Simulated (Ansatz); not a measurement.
# Li₃₁F₃₂: geometry relaxation (part 2 of 3)

Li₃₁F₃₂ (defect cell, 63 atoms in the cell); DFT, PBEsol, PAW, plane waves (Ansatz 0.2.0); cutoff 420 eV, 1×1×1 k-mesh, Fermi–Dirac smearing of 0.01 eV. 

## The program's output, continued
```
SCF iter   1: F=—  HF=-32000.045443 eV  |F-HF|=—  |Δ(HF+E_count)|=         —  Δρ=6.45e-3 (↑9.85e-4 ↓6.45e-3)  dr2=2.92e-1  dr2_m=4.78e-2  M=0.996 μB ∫|m|=1.074 μB  β_m=0.30  ethr=2.30e-4  ⟨swp⟩=2.0  Hψ=546  notcnv=0  defer=112
preconditioner: auto → Kerker (q_TF=auto, 2.516 Å⁻¹)  [metal: Δε(μ)=0.001 eV  Ē_g=20.055 eV  σ=0.010 eV  W_gap=0.03  n_scr=146 (ndim 8)  ℏωp=26.1 eV  f_vac=0.006  D(μ)=51.09/eV (n_scr^D=690)]
spin=Collinear: Kerker preconditioning applied to the charge; magnetization (m = ρ↑ − ρ↓) channel mixes plain (no charge-response kernel on spin).
SCF iter   2: F=—  HF=-32000.019335 eV  |F-HF|=—  |Δ(HF+E_count)|=   2.61e-2  Δρ=2.61e-3 (↑1.14e-3 ↓2.61e-3)  dr2=7.03e-2  dr2_m=9.50e-3  M=0.999 μB ∫|m|=1.064 μB  β_m=0.34  ethr=9.21e-5  ⟨swp⟩=2.0  Hψ=526  notcnv=0  defer=112
preconditioner: auto → Resta (q_TF=auto, 2.516 Å⁻¹)  ε∞=2.7  [insulator: Δε(μ)=9.532 eV  Ē_g=20.143 eV  σ=0.010 eV  W_gap=0.58  n_scr=146 (ndim 8)  ℏωp=26.1 eV  f_vac=0.006  D(μ)=64.17/eV (n_scr^D=924)  ε∞_Penn≈2.7]
spin=Collinear: Resta preconditioning applied to the charge; magnetization (m = ρ↑ − ρ↓) channel mixes plain (no charge-response kernel on spin).
SCF iter   3: F=—  HF=-32000.032242 eV  |F-HF|=—  |Δ(HF+E_count)|=   1.29e-2  Δρ=8.87e-3 (↑9.96e-4 ↓8.87e-3)  dr2=4.49e-1  dr2_m=8.37e-2  M=1.000 μB ∫|m|=1.088 μB  β_m=0.23  ethr=2.22e-5  ⟨swp⟩=2.0  Hψ=480  notcnv=0  defer=112  recentre
SCF iter   4: F=—  HF=-32000.013696 eV  |F-HF|=—  |Δ(HF+E_count)|=   1.85e-2  Δρ=2.58e-3 (↑8.25e-4 ↓2.58e-3)  dr2=4.03e-2  dr2_m=6.68e-3  M=0.999 μB ∫|m|=1.064 μB  β_m=0.25  ethr=2.22e-5  ⟨swp⟩=2.0  Hψ=392  notcnv=0  defer=112
SCF iter   5: F=—  HF=-32000.012088 eV  |F-HF|=—  |Δ(HF+E_count)|=   1.61e-3  Δρ=2.33e-3 (↑3.49e-4 ↓2.33e-3)  dr2=3.70e-2  dr2_m=5.91e-3  M=0.999 μB ∫|m|=1.064 μB  β_m=0.20  ethr=1.27e-5  ⟨swp⟩=2.0  Hψ=409  notcnv=0  defer=112
SCF iter   6: F=—  HF=-32000.010116 eV  |F-HF|=—  |Δ(HF+E_count)|=   1.97e-3  Δρ=1.14e-3 (↑2.38e-4 ↓1.14e-3)  dr2=9.62e-3  dr2_m=1.37e-3  M=0.999 μB ∫|m|=1.063 μB  β_m=0.23  ethr=1.17e-5  ⟨swp⟩=2.0  Hψ=344  notcnv=0  defer=112
SCF iter   7: F=—  HF=-32000.009965 eV  |F-HF|=—  |Δ(HF+E_count)|=   1.52e-4  Δρ=1.17e-3 (↑1.70e-4 ↓1.17e-3)  dr2=6.01e-3  dr2_m=1.84e-3  M=1.000 μB ∫|m|=1.064 μB  β_m=0.28  ethr=3.04e-6  ⟨swp⟩=2.0  Hψ=344  notcnv=0  defer=112
SCF iter   8: F=—  HF=-32000.009899 eV  |F-HF|=—  |Δ(HF+E_count)|=   6.51e-5  Δρ=6.92e-4 (↑1.11e-4 ↓6.92e-4)  dr2=2.32e-3  dr2_m=5.70e-4  M=1.000 μB ∫|m|=1.063 μB  β_m=0.21  ethr=1.89e-6  ⟨swp⟩=1.0  Hψ=334  notcnv=0  defer=112
SCF iter   9: F=—  HF=-32000.010019 eV  |F-HF|=—  |Δ(HF+E_count)|=   1.20e-4  Δρ=9.42e-4 (↑8.70e-5 ↓9.42e-4)  dr2=5.16e-3  dr2_m=9.89e-4  M=1.000 μB ∫|m|=1.063 μB  β_m=0.18  ethr=7.31e-7  ⟨swp⟩=1.5  Hψ=365  notcnv=0  defer=112
SCF iter  10: F=—  HF=-32000.009881 eV  |F-HF|=—  |Δ(HF+E_count)|=   1.38e-4  Δρ=6.24e-4 (↑5.89e-5 ↓6.24e-4)  dr2=2.22e-3  dr2_m=4.36e-4  M=1.000 μB ∫|m|=1.063 μB  β_m=0.22  ethr=7.31e-7  ⟨swp⟩=1.0  Hψ=334  notcnv=0  defer=112
SCF iter  11: F=—  HF=-32000.009800 eV  |F-HF|=—  |Δ(HF+E_count)|=   8.15e-5  Δρ=2.57e-4 (↑3.20e-5 ↓2.57e-4)  dr2=3.46e-4  dr2_m=7.20e-5  M=1.000 μB ∫|m|=1.063 μB  β_m=0.18  ethr=6.99e-7  ⟨swp⟩=1.0  Hψ=334  notcnv=0  defer=112
SCF iter  12: F=—  HF=-32000.009834 eV  |F-HF|=—  |Δ(HF+E_count)|=   3.39e-5  Δρ=5.03e-5 (↑1.70e-5 ↓5.03e-5)  dr2=7.43e-6  dr2_m=3.05e-6  M=1.000 μB ∫|m|=1.063 μB  β_m=0.26  ethr=1.09e-7  ⟨swp⟩=1.0  Hψ=334  notcnv=0  defer=112
SCF iter  13: F=—  HF=-32000.010632 eV  |F-HF|=—  |Δ(HF+E_count)|=   7.99e-4  Δρ=5.33e-5 (↑9.29e-6 ↓5.33e-5)  dr2=1.39e-5  dr2_m=3.33e-6  M=1.000 μB ∫|m|=1.063 μB  β_m=0.26  ethr=2.34e-9  ⟨swp⟩=1.5  Hψ=592  notcnv=0  defer=112
SCF iter  14: F=—  HF=-32000.010632 eV  |F-HF|=—  |Δ(HF+E_count)|=   6.33e-8  Δρ=2.59e-5 (↑4.36e-6 ↓2.59e-5)  dr2=3.13e-6  dr2_m=8.15e-7  M=1.000 μB ∫|m|=1.063 μB  β_m=0.22  ethr=2.34e-9  ⟨swp⟩=1.0  Hψ=334  notcnv=0  defer=112
SCF iter  15: F=—  HF=-32000.010632 eV  |F-HF|=—  |Δ(HF+E_count)|=   6.01e-8  Δρ=1.40e-5 (↑2.94e-6 ↓1.40e-5)  dr2=1.10e-6  dr2_m=2.11e-7  M=1.000 μB ∫|m|=1.063 μB  β_m=0.17  ethr=9.86e-10  ⟨swp⟩=1.0  Hψ=334  notcnv=0  defer=112
SCF iter  16: F=-32000.010632 eV  HF=-32000.010632 eV  |F-HF|=1.94e-8  |Δ(HF+E_count)|=   3.33e-8  Δρ=4.29e-6 (↑2.87e-6 ↓4.29e-6)  dr2=9.47e-8  dr2_m=2.01e-8  M=1.000 μB ∫|m|=1.063 μB  ethr=3.15e-11  ⟨swp⟩=14.5  Hψ=2064  notcnv=0
SCF 4 converged in 16 iterations: F = -32000.010632 eV  dr2 = 9.47e-8
  greatest PAW one-centre occupation: 1.000 electrons in one spin orbital (limit 2), on the Li atom at site 37 (counted from 0), in its partial waves of l = 0
relax step   4: F+E_penalty+E_count = -32000.01063219 eV  Δ(F+E_penalty+E_count) = -1.101e-2 eV  max|allowed force component| = 1.609e-2 eV/Å  Δτ_max = 0.0176 Å  (16 SCF iters, accepted)
```

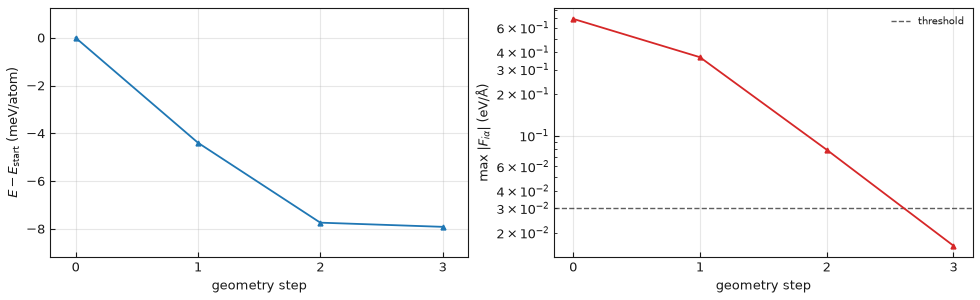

Figure 1. Progress of the relaxation, step by step (the first geometry is step 0 here and step 1 in the log).

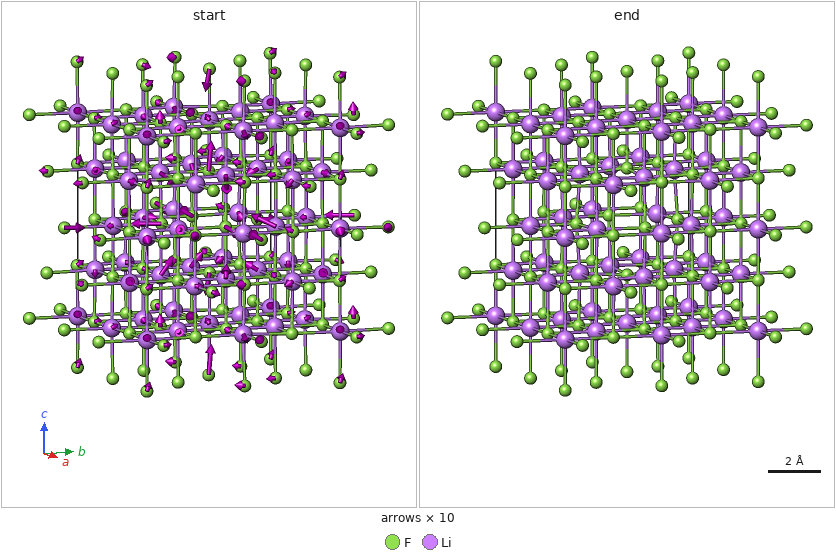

Figure 2. Before (left) and after (right) the relaxation, at one scale (ball-and-stick view of the cell of the calculation, with bonded neighbours outside it, seen slightly off an axis). The pink arrows give the displacements, magnified 10 times. The largest moves, 0.12 Å, are those of F14 and F24. By element the largest moves are F 0.12 Å, Li 0.12 Å. The cell doesn't change. Among the contacts that change: F16–Li38 2.022 → 1.906 Å, F23–Li39 2.020 → 1.905 Å, F4–Li36 2.014 → 1.903 Å, F13–Li61 1.944 → 2.053 Å. Among the angles that change: F8–Li55–F24 87.1° → 98.2°, F14–Li61–F24 88.2° → 98.6°, F8–Li47–F16 88.4° → 98.3°. The energy falls by 7.9 meV per atom in 3 geometry steps. The largest force component goes from 0.7 to 0.016 eV/Å. (Atoms are counted from 1 in the order of the input.)

```
SCF converged after 16 iterations
Magnetization: 0.9996 μB (158.9998 up, 158.0002 down)
Absolute magnetization: 1.0632 μB (∫|ρ↑−ρ↓|, with the PAW one-centre terms)
Spin contamination: 0.0003 ħ² per cell (⟨S²⟩ above its minimum at these occupations)
Per-site moments (μB) at R_I (Å): [(0.01221639085010837, 0.8250193592971724), (0.030415356038494146, 0.8218466093830755), (0.030751728755089133, 0.8220272848341363), (0.06346723514663219, 0.7851798143997432), (0.011836277207276435, 0.8248564670607411), (0.028768751745420814, 0.8215357861714919), (0.028911830214451865, 0.8217917738088752), (0.06925772569453476, 0.7867380429995087), (0.0120926380568
Free energy (F): -32000.010632 eV
Harris-Foulkes:  -32000.010632 eV  (|F-HF|=1.94e-8)
Internal energy: -31999.988230 eV  (E = F + TS)
E sigma→0 (E₀):  -31999.999431 eV
Entropy (-TS):   -0.022402 eV (-0.356 meV/atom)
Fermi energy:    0.864601 eV
--- Per-component energies (eV) ---
  E_band       = -3692.198969
  E_kinetic    = 7329.189535
  E_local      = -20448.469430  (includes V_loc(G=0)·N_el)
  E_nonlocal   = 1341.041946
  E_hartree    = 7137.144806
  E_xc         = -2875.877325
  E_vxc        = -3712.838698  (∫ρ·V_xc dr)
  E_paw        = -6810.432044  (= ΣΔE_a)
  E_vpaw       = -2475.483526  (= ΣTr[D̂ρ^β])
  E_aug_tail   = 0.067050  (compensation charges beyond the density's cutoff)
  E_ewald      = -17674.010934
  E_core_change = 1.358164  (= ΣΔE_core)
  E_smearing   = -0.022402  (= −TS)
  E_closure    = -0.000000  (closes the sum)
  Σ components = -32000.010632   (vs F -32000.010632, Δ=0.00e0)
--- Forces (eV/Å), atoms counted from 1 ---
  atom   1  F      0.00505439     0.00271730     0.00130419
  atom   2  F      0.00026436     0.00280590    -0.00092658
  atom   3  F     -0.00205034    -0.00151277     0.00344591
  atom   4  F     -0.00105581    -0.00222389    -0.00219694
  atom   5  F     -0.00540150    -0.00068606    -0.00145113
  atom   6  F     -0.00060732    -0.00091362     0.00082120
  atom   7  F      0.00160376    -0.00002982    -0.00069503
  atom   8  F      0.00263746     0.00105365     0.00072408
  atom   9  F      0.00184181     0.00533818     0.00120406
  atom  10  F      0.00419419    -0.00058880    -0.00024704
  atom  11  F     -0.00144659    -0.00502171    -0.00159216
  atom  12  F      0.00210411    -0.00050201     0.00157630
  atom  13  F     -0.00037696    -0.00192452     0.00472275
  atom  14  F     -0.00156764     0.00055520    -0.00192030
  atom  15  F      0.00117645     0.00079460     0.00128628
  atom  16  F      0.00144696     0.00358581    -0.00002103
  atom  17  F      0.00140768     0.00175485     0.00570993
  atom  18  F     -0.00146976    -0.00126819    -0.00538786
  atom  19  F      0.00497148    -0.00151759     0.00008869
  atom  20  F      0.00073144    -0.00028055    -0.00197259
  atom  21  F      0.00010193     0.00200184     0.00152658
  atom  22  F      0.00107155    -0.00057823    -0.00078233
  atom  23  F     -0.00266973    -0.00210848    -0.00283164
  atom  24  F      0.00173794     0.00202197     0.00177597
  atom  25  F      0.00517565     0.00458717     0.00319253
  atom  26  F      0.00238057     0.00221865    -0.00494997
  atom  27  F      0.00296513    -0.00414330     0.00337424
  atom  28  F      0.00176820    -0.00225007    -0.00397036
  atom  29  F     -0.00426391     0.00203391     0.00285700
  atom  30  F     -0.00222657     0.00208824    -0.00385380
  atom  31  F     -0.00255146    -0.00234943     0.00337738
  atom  32  F     -0.00113356    -0.00149270    -0.00334156
  atom  33  Li    -0.00005903    -0.00055306     0.00008846
  atom  34  Li     0.00183689     0.00116904     0.00115899
  atom  35  Li     0.00097464     0.00222933     0.00179816
  atom  36  Li    -0.00564476     0.00062779    -0.00180810
  atom  37  Li     0.00041430     0.00115524     0.00055384
  atom  38  Li    -0.00401730    -0.00350204    -0.00089107
  atom  39  Li    -0.00126941    -0.00046529    -0.00479905
  atom  40  Li    -0.00454966    -0.00499381    -0.00867688
  atom  41  Li     0.00523900     0.00441686     0.00741879
  atom  42  Li    -0.00491972     0.00364704    -0.00062558
  atom  43  Li     0.00864364    -0.00317282     0.00161232
  atom  44  Li     0.00445677    -0.00667029    -0.00088628
  atom  45  Li    -0.00607075     0.01247606     0.00021144
  atom  46  Li     0.00530218     0.00542051     0.00771550
  atom  47  Li    -0.01081439    -0.01395104    -0.00632532
  atom  48  Li    -0.00635391    -0.00842646    -0.00443557
  atom  49  Li    -0.00618088    -0.00095075     0.00494572
  atom  50  Li     0.00680440     0.00644870     0.00390747
  atom  51  Li     0.01366210     0.00101768    -0.00281997
  atom  52  Li     0.00600020     0.00013515    -0.00718003
  atom  53  Li     0.00562283     0.00863367     0.00739003
  atom  54  Li    -0.00537080     0.00114237     0.01198514
  atom  55  Li    -0.01608988    -0.00535261    -0.01273341
  atom  56  Li    -0.00963055    -0.00645341    -0.00418175
  atom  57  Li    -0.00193425    -0.00803880     0.00535537
  atom  58  Li    -0.00113749     0.00505747    -0.00618728
  atom  59  Li     0.00739423     0.00603619     0.00744127
  atom  60  Li     0.00713684     0.00716928     0.00591383
  atom  61  Li     0.00033015     0.01265526    -0.00397503
  atom  62  Li     0.00066642    -0.00554506     0.00826532
  atom  63  Li    -0.00651620    -0.01561813    -0.01104814
  max |Σ_I F_I| component: 2.60e-4 eV/Å
--- Band table (eV) ---
```
